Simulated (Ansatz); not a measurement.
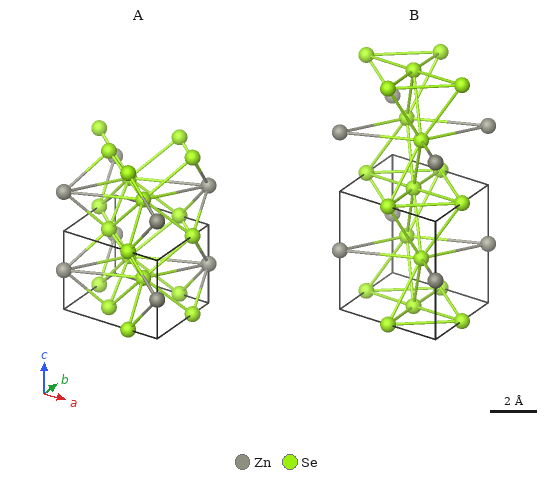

Two geometries of crystalline ZnSe5 (a generated structure, set up in P-62m) (coarse preliminary run), drawn at one scale. One is the start of a relaxation, the other its converged end. Style: ball-and-stick. Shown: the cell of the calculation, repeated 1 × 1 × 2 with one cell outlined, slightly off an axis.

Theory: DFT PBE, scalar-relativistic, plane waves, PAW (Ansatz 0.2.0). Set-up: plane-wave cutoff 420 eV; k-point mesh 3 × 3 × 4; occupations gaussian; smearing width 0.1 eV; no spin polarisation; cell and atoms relaxed; force threshold 0.04 eV/Å; at most 70 steps.

Which geometry has the lower energy?

Answer. Structure A is the relaxed one. After 11 accepted moves (13 points after the start) the energy has fallen by 765 meV per atom. The largest force component goes from 0.0082 to 0.015 eV/Å. Pressure: −8.07 GPa at the start and −0.16 GPa at the end. The line search rejected the trial step at point 10 of the run. The SCF was repeated once at an unchanged geometry on a basis and grid sized afresh for the cell, which shifted the energy by 0.7 meV per atom at most. The largest moves relative to the cell, 1.20 Å, are those of Se atoms. Zn stays in place. The drawn cell changes as follows: a = b 6.660 → 6.498 Å (−2.4 %), c 5.413 → 3.591 Å (−33.7 %); the volume changes by −36.8 %. Among the contacts that change: Se–Zn 4.275 → 2.705 Å, Se–Se 3.330 → 3.881 Å, Se–Se 3.320 → 2.871 Å, Se–Zn 3.845 → 3.752 Å. The space group stays P-62m (No. 189).
